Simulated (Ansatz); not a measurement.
## Electronic structure of SiMo3 in real space

```
CELL_PARAMETERS angstrom
4.89300 0.00000 0.00000
0.00000 4.89300 0.00000
0.00000 0.00000 4.74621
ATOMIC_POSITIONS crystal
Si 0.00000 0.50000 0.00000
Si 0.50000 0.00000 0.50000
Mo 0.24986 0.50000 0.50000
Mo 0.50000 0.24986 0.00000
Mo 0.75014 0.50000 0.50000
Mo 0.50000 0.75014 0.00000
Mo 0.00000 0.00000 0.75000
Mo 0.00000 0.00000 0.25000
```

Space group P4₂/mmc; computed pressure about 11 GPa in this cell; computed without spin polarisation.

Computed with DFT, PBE, plane-wave PAW, default files, scalar-relativistic, frozen cores in Ansatz 0.2.0.

In a PAW calculation such maps are meaningful between the atoms, not at the nuclei.

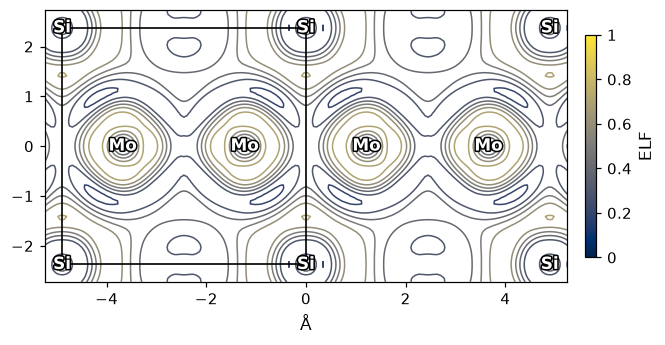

Figure 1. ELF on the (010) plane of the conventional cell.

Q: Describe what can be read from this map.

A: Atoms in the plane: Si and Mo. Si–Mo (2.67 Å): the ELF peaks at about 0.65 in the valence shell of Si, 0.9 Å from its nucleus, and is about 0.30 at the midpoint. Mo–Mo (2.45 Å): the ELF is about 0.30 at the midpoint. The features right at Mo lie inside the PAW spheres, where the map follows smoothed inner orbitals and isn't to be read closely.

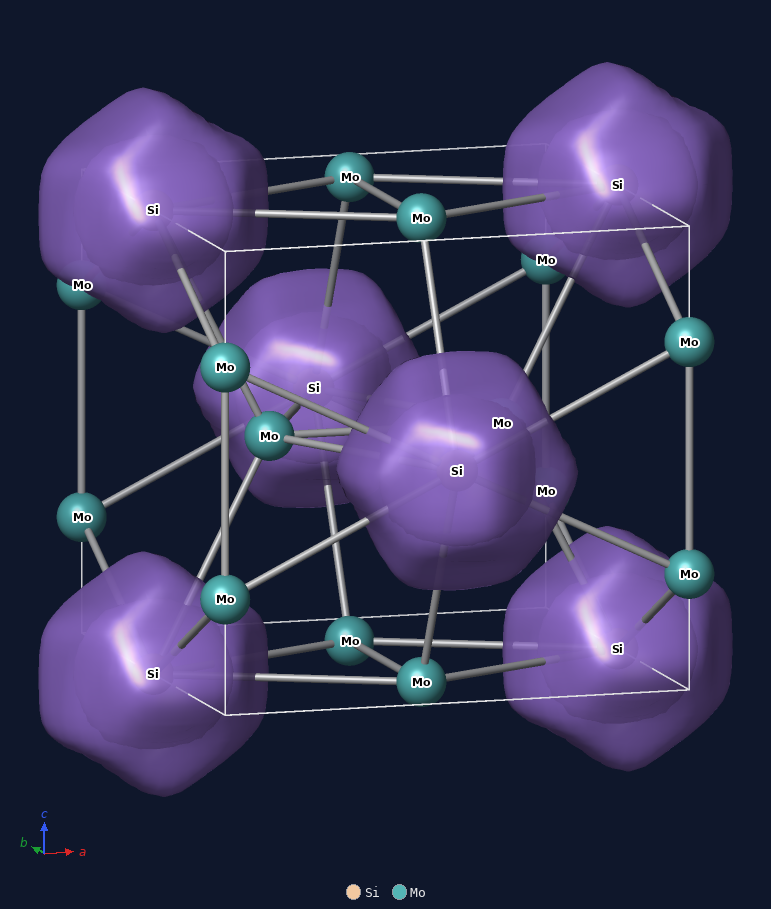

Figure 2. Isosurface of the electron localisation function at 0.6 (purple), seen slightly off an axis. Core shells and regions of very low density are left out. Sticks mark near contacts.

Q: What do the ELF domains correspond to?

A: The ELF exceeds this value in two regions wrapped around Si (the valence shell of each), counted in one cell of 8 atoms. Regions shared between cells count once.


Mo–Mo (2.37 Å): the ELF is about 0.30 at the midpoint.

Q: Does the calculation give a band gap?

A: It is gapless in this calculation (a metal or semimetal).
